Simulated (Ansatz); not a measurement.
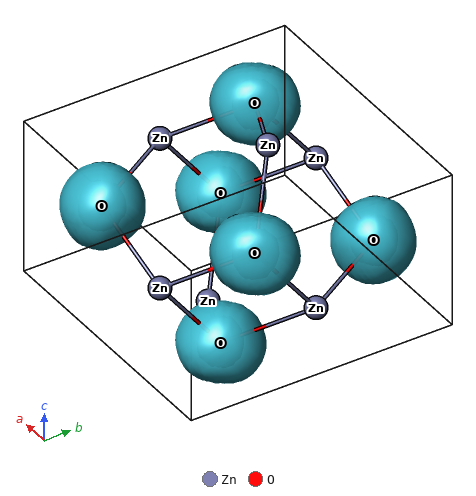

ZnO. Isosurface of the electron localisation function at 0.75 (cyan), seen at an oblique angle. Only the valence region is drawn (cores and ρ < 0.01 e/Å³ removed). Sticks mark near contacts.

Space group P4₂/mnm; a structure from a database of computed crystals, not necessarily the ambient phase.

Theory: Ansatz 0.2.0, DFT LDA, scalar-relativistic, plane waves, PAW.

In a PAW calculation such maps are meaningful between the atoms, not at the nuclei.

> Where are the electrons localised?

At this value the surface marks out four regions wrapped around O (the valence shell of each), counted in one cell of 8 atoms. Any copies at cell faces, edges or corners count once.

Values along the shortest contacts:
Zn–O (1.91 Å): the ELF peaks at about 0.85 in the valence shell of O, 0.6 Å from its nucleus, and is about 0.30 at the midpoint (no localised pair shows between them). Zn–O (1.98 Å): the ELF peaks at about 0.85 in the valence shell of O, 0.6 Å from its nucleus, and is about 0.25 at the midpoint (no localised pair shows between them).

> Does the calculation give a band gap?

It is gapped, with a Kohn–Sham gap of 0.78 eV on the k-point mesh (the band edges may lie off the mesh, which would make the gap smaller).
